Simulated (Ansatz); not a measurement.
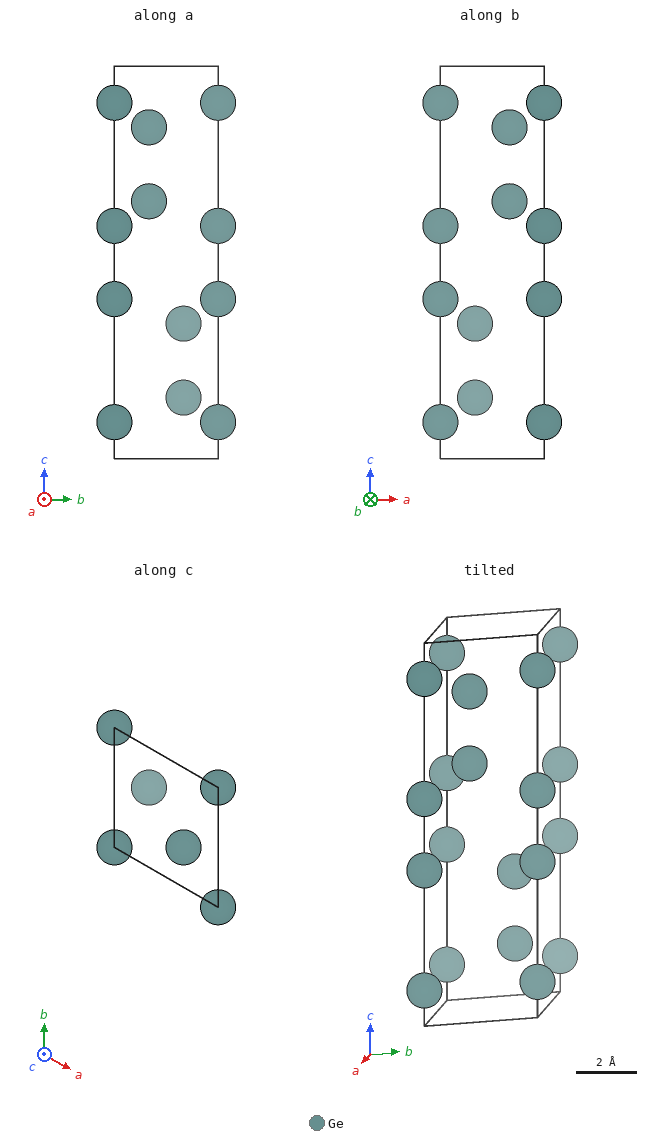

The figure gives a spheres-only picture of the atoms, viewed along the a axis, along the b axis, along the c axis and slightly off an axis. The conventional unit cell is outlined; an atom on or near a face, edge or corner is repeated at each equivalent position.

Lattice parameters: a = 4.005 Å, b = 4.005 Å, c = 13.134 Å, α = 90.00°, β = 90.00°, γ = 120.00°. Put a along x and b in the xy plane.

### Set out the cell and atoms as a POSCAR file, with free fractional coordinates to two decimals.

```
Ge
1.0
     4.005    0.000    0.000
    -2.002    3.468    0.000
     0.000    0.000   13.134
Ge
8
Direct
  0.00 0.00 0.91
  0.3333 0.6667 0.16
  0.00 0.00 0.41
  0.6667 0.3333 0.66
  0.00 0.00 0.09
  0.3333 0.6667 0.34
  0.00 0.00 0.59
  0.6667 0.3333 0.84
```

The structure comes from a structure type filled with this element by a generator (whether the element takes this form wasn't checked). It was relaxed with DFT, r2SCAN, plane waves, PAW (Ansatz).
